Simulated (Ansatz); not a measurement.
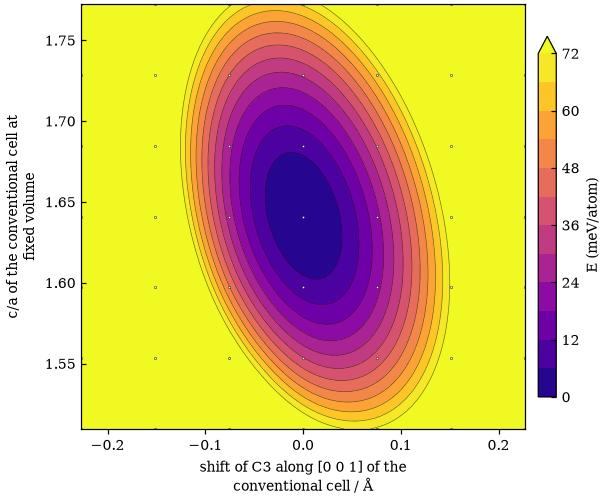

SiC (P6_3mc, No. 186; 4 atoms in the cell). The energy is mapped over a free internal coordinate and the cell. Coordinates scanned: (1) shift of C3 along [0 0 1] of the conventional cell, Cartesian (0 0 1), its symmetry partners moved as symmetry demands (measured in the relaxed cell); (2) c/a of the conventional cell at fixed volume. Nothing is relaxed (all other coordinates fixed). The scan uses a 7 × 7 grid. Points are written as (first, second). All energies are given in meV/atom relative to the lowest grid point. These are results of DFT PBE, scalar-relativistic, plane waves, PAW in Ansatz, not measurements. Settings: cutoff 520 eV, k-mesh 12×12×6 in the order of the run's cell vectors, gaussian smearing 0.05 eV, no spin polarisation.

The picture shows filled contours, dots at the grid points, one colour for all values above the top of the scale. Between grid points the surface is interpolated.

Where is the minimum, and how stiff is the well along each coordinate?

Answer. The interpolated minimum is at the first coordinate ≈ 0.000 Å, the second coordinate ≈ 1.641. The curvatures there are about 35 eV/Å² and 35 eV, with a cross term of about 11 eV/Å (per cell of 4 atoms). Round the minimum the valley is somewhat tilted: raising the first coordinate shifts the best value of the second coordinate downwards (coupling k₁₂/√(k₁₁k₂₂) about 0.3).

PAW datasets: the set soft_1.
